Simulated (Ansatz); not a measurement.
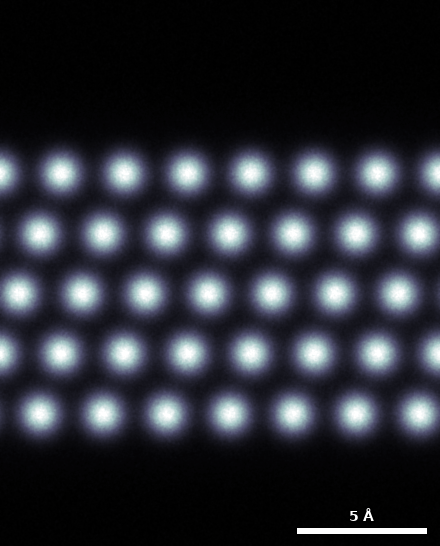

Cross-section of a (111) slab of Al (Fm-3m), seen along a direction in its plane, the normal pointing up. The image is simulated as a sum over atoms of Z^1.6, blurred by a 1.20 Å probe (no channelling). The probe carries 15 % of its weight in a tail 2.5 times as wide. Shot noise was added. Model: the end point of a relaxation in a fixed cell with Ansatz 0.2.0, DFT PBEsol, scalar-relativistic, plane waves, PAW.

> How many atomic planes does the slab have, and what do they hold from top to bottom?

5 planes (atoms within 0.35 Å in height count as one plane):

| plane | content | depth below the top plane (Å) |
| --- | --- | --- |
| 1 | Al | 0.0 |
| 2 | Al | 2.4 |
| 3 | Al | 4.7 |
| 4 | Al | 7.0 |
| 5 | Al | 9.4 |

> How thick is it, and how does it end on either side?

The outermost planes are 9.4 Å apart. The upper face ends in Al and the lower in Al, so the sequence of planes is the same from both sides.
